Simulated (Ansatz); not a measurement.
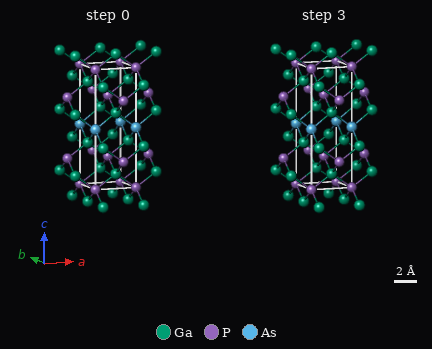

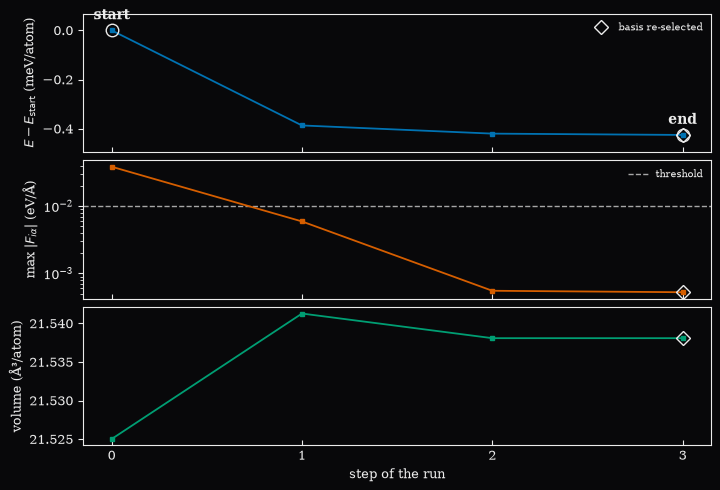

First and last geometry of a relaxation of a crystal of Ga4AsP3 (a generated structure, set up in P-4m2), with the history of the run. The picture is a ball-and-stick view of the cell of the calculation, seen slightly off an axis.

Method: DFT PBE, scalar-relativistic, plane waves, PAW in Ansatz.

Input
```yaml
crystal:
  lattice:
    - [3.9485484068, 0.0, 0.0]
    - [0.0, 3.9485484068, 0.0]
    - [0.0, 0.0, 11.0448152304]
  atoms:
    - { symbol: Ga, position: [0.5, 0.0, 0.6316177265] }
    - { symbol: Ga, position: [0.0, 0.5, 0.8771810954] }
    - { symbol: Ga, position: [0.5, 0.0, 0.1228189046] }
    - { symbol: Ga, position: [0.0, 0.5, 0.3683822735] }
    - { symbol: P, position: [0.0, 0.0, 0.0] }
    - { symbol: P, position: [0.5, 0.5, 0.2457507477] }
    - { symbol: P, position: [0.5, 0.5, 0.7542492523] }
    - { symbol: As, position: [0.0, 0.0, 0.5] }
basis:
  ecutwfc: 420
kpoints:
  mp_grid: { grid: [8, 8, 4] }
hamiltonian:
  xc: pbe
scf:
  occupations: { method: gaussian, width: 0.02 }
output:
  forces: true
  stress: true
  eigenvalues: true
  write_density: true
  write_potential: true
  elf: true
  volumetric_format: npy
relax:
  adjacent_minimum: "off"
  f_tol: 0.01
  max_steps: 80
  cell: { stress_tol: 0.05 }
```

Command:
```bash
ansatz run input.yaml --threads 1 --pin off --max-ram 2560MiB --backend cpu --events-out ev --progress --plain --runs-dir out
```

> What do the curves and the structures tell?

It converged. After 2 accepted moves (3 points after the start) the energy has fallen by 0.4 meV per atom. Largest force component: 0.039 eV/Å at the start, 0.00053 eV/Å at the end. The pressure goes from 0.04 to 0.00 GPa. The SCF was repeated once at an unchanged geometry on a basis and grid sized afresh for the cell, which shifted the energy by less than 0.05 meV per atom at most. The largest moves relative to the cell, 0.005 Å, are those of Ga1, Ga4, P6 and P7. Ga1 goes along +c. Largest moves by element: Ga 0.005 Å, P 0.005 Å. As stays in place. The volume changes by +0.1 %, with a = b 3.949 → 3.935 Å (−0.4 %), c 11.045 → 11.130 Å (+0.8 %). The space group stays P-4m2 (No. 115).
